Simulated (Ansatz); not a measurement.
## Run report: Ge, single-point calculation (part 1 of 2)

System: Ge (slab, 16 atoms in the cell).
Method: DFT PBEsol, scalar-relativistic, plane waves, PAW, no spin polarisation (Ansatz 0.2.0).

The structure derives from a Materials Project entry. It belongs to a series of runs on one base structure; here: (1 0 1) slab cut from the bulk. Figures and captions count atoms from 1; the log counts them from 0 in places.

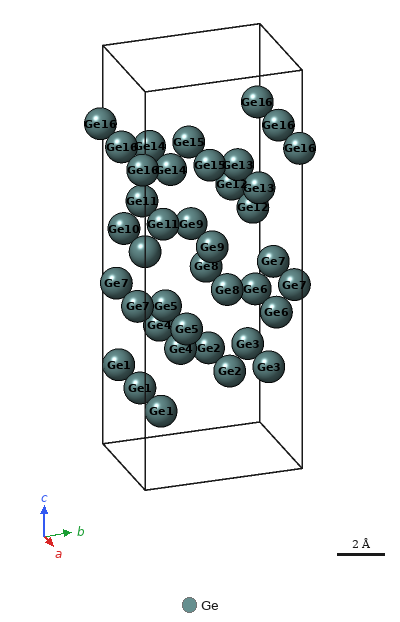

**Figure 1.** The structure (spheres-only view of the 2 × 1 repeat of the cell, with the vacuum cut short, seen slightly off an axis; atoms are numbered from 1 in the order of the input). An atom can appear more than once, as a periodic image.

### Input file
```yaml
crystal:
  lattice:
    - [3.9969678639, 0.0, 0.0]
    - [-1.9984839319, 7.449419243, 0.0]
    - [0.0, 0.0, 25.8530105262]
  atoms:
    - { symbol: Ge, position: [0.0473066255, 0.094613251, 0.2901016109] }
    - { symbol: Ge, position: [0.315299332, 0.6305986641, 0.3098613491] }
    - { symbol: Ge, position: [0.9006131468, 0.8012262936, 0.3344633637] }
    - { symbol: Ge, position: [0.1686058534, 0.3372117067, 0.3542231019] }
    - { symbol: Ge, position: [0.6552628649, 0.3105257298, 0.40866004] }
    - { symbol: Ge, position: [0.9232555715, 0.8465111429, 0.4284197782] }
    - { symbol: Ge, position: [0.5085693862, 0.0171387724, 0.4530217928] }
    - { symbol: Ge, position: [0.7765620928, 0.5531241856, 0.4727815309] }
    - { symbol: Ge, position: [0.2632191043, 0.5264382086, 0.5272184691] }
    - { symbol: Ge, position: [0.5312118109, 0.0624236218, 0.5469782072] }
    - { symbol: Ge, position: [0.1165256256, 0.2330512513, 0.5715802218] }
    - { symbol: Ge, position: [0.3845183322, 0.7690366644, 0.59133996] }
    - { symbol: Ge, position: [0.8711753437, 0.7423506875, 0.6457768981] }
    - { symbol: Ge, position: [0.1391680503, 0.2783361006, 0.6655366363] }
    - { symbol: Ge, position: [0.7244818651, 0.4489637301, 0.6901386509] }
    - { symbol: Ge, position: [0.9924745716, 0.9849491433, 0.7098983891] }
basis:
  ecutwfc: 420
kpoints:
  mp_grid: { grid: [9, 5, 1] }
hamiltonian:
  xc: pbesol
scf:
  occupations: { method: gaussian, width: 0.1 }
output:
  forces: true
  stress: true
  eigenvalues: true
  write_density: true
  write_potential: true
  elf: true
  volumetric_format: npy
efield:
  axis: 3
  dipole_correction: true
  ramp_width: 0.04
```

Hardware: 2 threads of Intel Xeon @ 2.50GHz (Skylake/Cascade Lake), 32 GiB of memory available, shared host.

Run as:
```bash
ansatz run input.yaml --threads 2 --pin off --max-ram 5120MiB --backend cpu --events-out ev --progress --plain --runs-dir out
```

### Log
```
Warning: crystal.symmetry: narrowed to the stabiliser of the k-point mesh — unitary ops 2 → 1; excluded 1 operation that carries a point of the 9×5×1 mesh (shift [0, 0, 0]) off the mesh (the run samples exactly the mesh kpoints.mp_grid names, as under crystal.symmetry.detect: false, and its converged state has the mesh's symmetry, not the crystal's; ε∞, the Born charges and the force constants of a linear response (`dielectric:` by the response, `phonons.method: dfpt`) are averaged over those of the crystal's operations that the state keeps within a tolerance, where `mesh_tensors`, `unaveraged_element` or `gamma_mean_max_change_ev_ang2` stands beside them; a row that `dielectric.field_direction` solves alone is averaged likewise, with nothing beside; a Γ-centred mesh of equal divisions is mapped onto itself by every operation and keeps the whole group, as does a half-shifted one under kpoints.further_shifts: images)
Engine: ansatz 0.2.0, x86_64-unknown-linux-gnu
Pseudopotentials: kind: paw
Pseudopotential: Ge, paw, valence charge 14, recommended cutoff 420 eV (normal), Ge.paw.azcp
Functional definition: PBEsol
  exchange = pbesol_x
  correlation = pbesol_c
Crystal: 16 atoms, lattice volume = 769.776 Å³
Basis set: ecut = 420 eV, 14989 PW (Γ), exchange–correlation on 54×108×360 points (8 copies of the dense FFT grid, shifted against one another)
Bands: 135, of which v1, the nominal top of the filled ones, is band 112 counted from 1 (111 counted from 0)
Symmetry: 1 space group operations
k-points: 23 of 45 (time reversal used)
Non-local potential: Ge, projectors of the file, l = 0: 2, l = 1: 2, l = 2: 3, l = 3: 1
PAW form: soft (Blöchl's): semilocal exchange-correlation on the pseudo side does not see the compensation charge
PAW frozen core: Ge, regenerated for the run's functional, and the local potential with it (the file was generated under x = pbe(κ = 0.804, μ = 0.2195149727645171), c = pbe(β = 0.06672455060314922))
PAW one-centre angular grid: Ge, 590 points (default); XC on 64 Gauss nodes
Initial density: superposition of atomic densities (neutral atoms: chi_scale 0, normalization atom), corrected by the library's trained network
Initial wavefunctions: pseudopotential atomic-orbital guess
Functional: x = pbesol(κ = 0.804, μ = 0.12345679012345678), c = pbesol(β = 0.046)
SCF iter   1: F=—  HF=-68050.665449 eV  |F-HF|=—  |Δ(HF+E_count)|=         —  Δρ=3.18e-3  dr2=2.02e-1  ethr=1.77e-3  p=0.000 e·Å  D=1.68e-12 V/Å  ΔV_dip=-0.00 eV  dr2_dipole=3.81e-8  V_vac-E_F(+/−)=4.85/4.85 eV  ⟨swp⟩=5.7  Hψ=11023  notcnv=0  defer=116
efield: sawtooth ramp at fractional position 0.9800 (placed from the atoms, in the widest stretch of the axis that holds none; the zero of the levels goes with the place), width 0.0400; the density the first Hamiltonian is built on has a dipole p = 0.000 e·Å; the dipole correction subtracts the counter field D = 1.68e-12 V/Å, which shifts the + side's vacuum level by -0.00 eV against the − side's; the planar-averaged density in the ramp window peaks in size at 3.1e-5 e/Å³
preconditioner: auto → LDOS  [metal: Δε(μ)=0.009 eV  Ē_g=21.961 eV  σ=0.100 eV  W_gap=0.05  n_scr=154 (ndim 8)  ℏωp=20.0 eV  f_vac=0.491  D(μ)=7.40/eV (n_scr^D=28)  β→1.0]
SCF iter   2: F=—  HF=-68050.634328 eV  |F-HF|=—  |Δ(HF+E_count)|=   3.11e-2  Δρ=1.25e-3  dr2=3.41e-2  ethr=9.00e-5  p=0.000 e·Å  D=4.80e-6 V/Å  ΔV_dip=-0.00 eV  dr2_dipole=1.97e-8  V_vac-E_F(+/−)=4.91/4.91 eV  ⟨swp⟩=3.0  Hψ=6309  notcnv=0  defer=312
SCF iter   3: F=—  HF=-68050.628408 eV  |F-HF|=—  |Δ(HF+E_count)|=   5.92e-3  Δρ=6.65e-4  dr2=6.77e-3  ethr=1.52e-5  p=0.000 e·Å  D=2.74e-6 V/Å  ΔV_dip=-0.00 eV  dr2_dipole=3.42e-9  V_vac-E_F(+/−)=4.89/4.89 eV  ⟨swp⟩=2.0  Hψ=5337  notcnv=0  defer=312
SCF iter   4: F=—  HF=-68050.626406 eV  |F-HF|=—  |Δ(HF+E_count)|=   2.00e-3  Δρ=2.09e-4  dr2=1.10e-3  ethr=3.02e-6  p=0.000 e·Å  D=1.29e-6 V/Å  ΔV_dip=-0.00 eV  dr2_dipole=6.25e-9  V_vac-E_F(+/−)=4.89/4.89 eV  ⟨swp⟩=2.0  Hψ=5330  notcnv=0  defer=312
SCF iter   5: F=—  HF=-68050.626333 eV  |F-HF|=—  |Δ(HF+E_count)|=   7.30e-5  Δρ=9.03e-5  dr2=2.61e-4  ethr=4.89e-7  p=0.000 e·Å  D=1.04e-6 V/Å  ΔV_dip=-0.00 eV  dr2_dipole=4.89e-9  V_vac-E_F(+/−)=4.89/4.89 eV  ⟨swp⟩=2.7  Hψ=5606  notcnv=0  defer=312
SCF iter   6: F=—  HF=-68050.626295 eV  |F-HF|=—  |Δ(HF+E_count)|=   3.73e-5  Δρ=2.32e-5  dr2=1.55e-5  ethr=1.17e-7  p=0.000 e·Å  D=2.64e-7 V/Å  ΔV_dip=-0.00 eV  dr2_dipole=2.53e-10  V_vac-E_F(+/−)=4.89/4.89 eV  ⟨swp⟩=3.0  Hψ=5694  notcnv=0  defer=312
SCF iter   7: F=—  HF=-68050.626256 eV  |F-HF|=—  |Δ(HF+E_count)|=   3.88e-5  Δρ=7.48e-6  dr2=1.05e-6  ethr=6.91e-9  p=-0.000 e·Å  D=-8.48e-8 V/Å  ΔV_dip=0.00 eV  dr2_dipole=7.80e-11  V_vac-E_F(+/−)=4.88/4.88 eV  ⟨swp⟩=2.1  Hψ=3441  notcnv=0  defer=239
SCF iter   8: F=-68050.626257 eV  HF=-68050.626257 eV  |F-HF|=7.09e-8  |Δ(HF+E_count)|=   2.54e-7  Δρ=2.46e-6  dr2=4.51e-8  ethr=4.46e-11  p=-0.000 e·Å  D=-3.66e-8 V/Å  ΔV_dip=0.00 eV  dr2_dipole=6.05e-12  V_vac-E_F(+/−)=4.88/4.88 eV  ⟨swp⟩=16.6  Hψ=25555  notcnv=0
SCF 1 converged in 8 iterations: F = -68050.626257 eV  dr2 = 4.51e-8
  greatest PAW one-centre occupation: 0.998 electrons in one spin orbital (limit 2), on the Ge atom at site 0 (counted from 0), in its partial waves of l = 2
WARN: The output density's exchange-correlation potential varies sharply where the density is thin. Do not read a vacuum level from v_tot or v_xc, or from such a field of the output density. On a cell that repeats whose density bears no net charge and no dipole along the vacuum's axis use v_es (v_loc + v_h of the components); under efield.dipole_correction with no amplitude use v_es + v_field, which holds any external_charges[].barrier, or the levels of the report's work_function block, which leave it out; under a non-zero efield.amplitude the vacuum is tilted and has no level; on a cell that repeats and bears such a dipole with no correction it is tilted too, and efield.dipole_correction with no amplitude gives each side of its ramp a level where efield: is served; in a cell that repeats whose density bears a net charge (total_charge, or a fill off its count) it is curved and has none; of a slab under crystal.periodic whose density bears no net charge use v_es, which has a level on each side, short of where the two are joined; of another it falls or rises all the way out and has none; of a slab beside external_charges read slab_vacuum_level instead, which it has where they leave it neutral. The grid or the basis barely resolves most such structure, and the values can differ between equally converged runs; as a rule a tighter scf.convergence.dr2_threshold does not remove it. Where the density itself ripples (under the LDA too) a higher basis.ecutwfc lessens it. The files hold the spikes' plane waves up to the density's cutoff. Files: v_tot_of_output_density and the like, and their columns of v_z.tsv (output.write_potential); v_xc_of_output_density and the like, and their columns of v_comp_z.tsv (output.write_potential_components). Measured: with its Gaussian average of σ = 0.25 Å subtracted twice, the exchange-correlation potential is over 0.1 eV at 6 of the grid points where the equally averaged density (valence and model cores) is under 1e-3 e/Å³, and 0.205 eV at the most among them, at an averaged density of 9.1e-9 e/Å³. The input density's (outcome.potential() and, of a run that writes arrays, v_tot and v_xc) is over 0.1 eV, so measured, at 47 points of its own thin density, 0.167 eV at the most. See output.write_potential in the manual, Limitations
SCF converged after 8 iterations
Free energy (F): -68050.626257 eV
Harris-Foulkes:  -68050.626257 eV  (|F-HF|=7.09e-8)
Internal energy: -68050.589287 eV  (E = F + TS)
E sigma→0 (E₀):  -68050.607772 eV
Entropy (-TS):   -0.036970 eV (-2.311 meV/atom)
Fermi energy:    1.189233 eV
Dipole field:    D = 0.000002 V/Å  (p = 0.000007 e·Å, saw-weighted, corrected)
Work function:   Φ+ = 4.8847 eV   Φ− = 4.8847 eV
Levels:          The Fermi level and band energies are counted from a zero that moves with the ramp; work functions are not
--- Per-component energies (eV) ---
  E_band       = -3933.079447
  E_kinetic    = 1774.900532
  E_local      = -225089.879780  (includes V_loc(G=0)·N_el)
  E_nonlocal   = 6708.715773
  E_hartree    = 109343.001551
  E_xc         = -1193.650334
  E_vxc        = -1027.225546  (∫ρ·V_xc dr)
  E_paw        = -31651.003539  (= ΣΔE_a)
  E_vpaw       = -4985.598854  (= ΣTr[D̂ρ^β])
  E_aug_tail   = 0.005322  (compensation charges beyond the density's cutoff)
  E_efield     = 0.000000  (sawtooth field / dipole correction)
  E_vefield    = 0.000000  (∫n·V_field dr)
  E_ewald      = 72042.634209
  E_core_change = 14.686980  (= ΣΔE_core)
  E_smearing   = -0.036970  (= −TS)
  E_closure    = -0.000000  (closes the sum)
  Σ components = -68050.626257   (vs F -68050.626257, Δ=0.00e0)
--- Forces (eV/Å), atoms counted from 1 ---
  atom   1  Ge    -0.00177640    -0.12786770    -0.42342611
  atom   2  Ge     0.00237329    -0.12324776     0.32095740
  atom   3  Ge    -0.00208634     0.31472624    -0.20007724
  atom   4  Ge     0.00047623     0.09395389     0.06519069
  atom   5  Ge     0.00053719     0.02911510     0.07260873
  atom   6  Ge     0.00279878    -0.35688573     0.21316142
  atom   7  Ge    -0.00255858     0.11640150    -0.12190604
  atom   8  Ge    -0.00030247     0.14534387     0.01256493
  atom   9  Ge     0.00030256    -0.14534335    -0.01256361
  atom  10  Ge     0.00255858    -0.11640095     0.12190537
  atom  11  Ge    -0.00279877     0.35688659    -0.21316219
  atom  12  Ge    -0.00053712    -0.02911645    -0.07260888
  atom  13  Ge    -0.00047627    -0.09395378    -0.06519216
  atom  14  Ge     0.00208629    -0.31472804     0.20007951
  atom  15  Ge    -0.00237328     0.12324776    -0.32095811
  atom  16  Ge     0.00177640     0.12786808     0.42342579
  max |Σ_I F_I| component: 7.31e-7 eV/Å
--- Stress (GPa, compression-positive) ---
       -0.518425       0.002539       0.000823
        0.002539      -0.158470      -0.022130
        0.000823      -0.022130       0.376544
  P = ⅓ Tr σ = -0.1001 GPa (-1.001 kbar)
--- Band table (eV; the first three rows and the last of 23) ---
```
